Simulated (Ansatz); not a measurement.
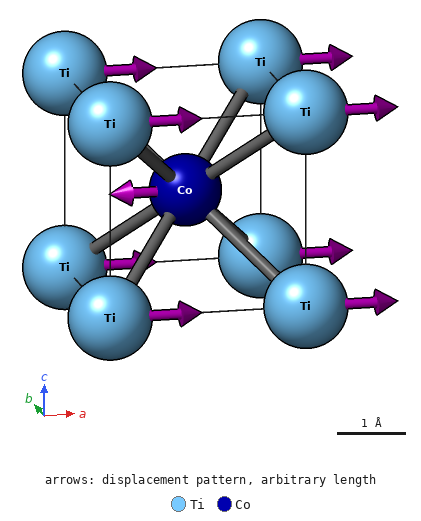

The lowest optical mode of crystalline TiCo, space group Pm-3m (No. 221), at the zone centre. Displacements are drawn as purple arrows; their common scale and sign are arbitrary. A ball-and-stick model of the cell of the calculation, seen slightly off an axis.

The calculation used Ansatz, DFT PBE, scalar-relativistic, plane waves, PAW. (plane-wave cutoff 420 eV; k-point mesh 20 × 20 × 20; occupations gaussian; smearing width 0.15 eV; collinear spin)

Is this crystal at a minimum with respect to the drawn distortion?

Yes: this softest mode has a real frequency, and so have all others here. That speaks for this wave vector alone: the rest of the zone wasn't checked in this run. This is the T₁u mode (triply degenerate; one member of the set is drawn) at 227 cm⁻¹, the only optical level, infrared-active by symmetry. The Ti sublattice moves against the Co sublattice, along a; the kinetic energy is shared as Ti 55 %, Co 45 %. The crystal is a metal, so free carriers screen the infrared response.
